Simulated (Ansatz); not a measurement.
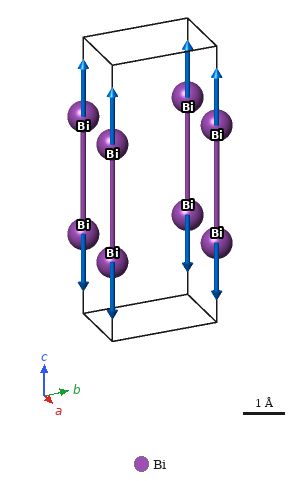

This is a relaxation of a crystal of Bi (a generated structure, set up in P6/mmm) (coarse preliminary run). The starting structure is drawn; blue arrows show the displacements (the part carried along by the change of the cell is left out), magnified 20 times.

Style: ball-and-stick. Shown: the cell of the calculation, slightly off an axis.

These are results of DFT PBE, scalar-relativistic, plane waves, PAW (Ansatz 0.2.0), not measurements.

Input file:
```yaml
crystal:
  lattice:
    - [3.48462954, 0.0, 0.0]
    - [-1.74231477, 3.0177777, 0.0]
    - [0.0, 0.0, 7.01475795]
  atoms:
    - { symbol: Bi, position: [0.0, 0.0, 0.28700888] }
    - { symbol: Bi, position: [0.0, 0.0, 0.71299112] }
basis:
  ecutwfc: 420
kpoints:
  mp_grid: { grid: [6, 6, 4] }
hamiltonian:
  xc: pbe
scf:
  occupations: { method: gaussian, width: 0.1 }
  lower_state_search: "off"
output:
  forces: true
  stress: true
  eigenvalues: true
relax:
  adjacent_minimum: "off"
  f_tol: 0.04
  max_steps: 70
  cell: { stress_tol: 0.4 }
```

Launched with:
```bash
ansatz run input.yaml --threads 1 --pin off --max-ram 2560MiB --backend cpu --events-out ev --progress --plain --runs-dir out
```

### What did the optimiser do to the structure, and how much energy did it gain?

After 3 accepted moves (4 points after the start) the energy has fallen by 22.2 meV per cell of the calculation. The largest force component goes from 0.19 to 0.022 eV/Å. The pressure goes from −0.47 to −0.01 GPa. At 1 point the geometry stayed and the basis and grid were re-selected for the new cell (energy shift of 0.6 meV per cell of the calculation at most each time). The largest moves relative to the cell, 0.073 Å, are those of Bi1 and Bi2. Bi1 goes along −c. The volume changes by −4.7 %, with a = b 3.485 → 3.466 Å (−0.5 %), c 7.015 → 6.758 Å (−3.7 %). Among the contacts that change: Bi1–Bi2 2.988 → 3.026 Å. The space group stays P6/mmm (No. 191).
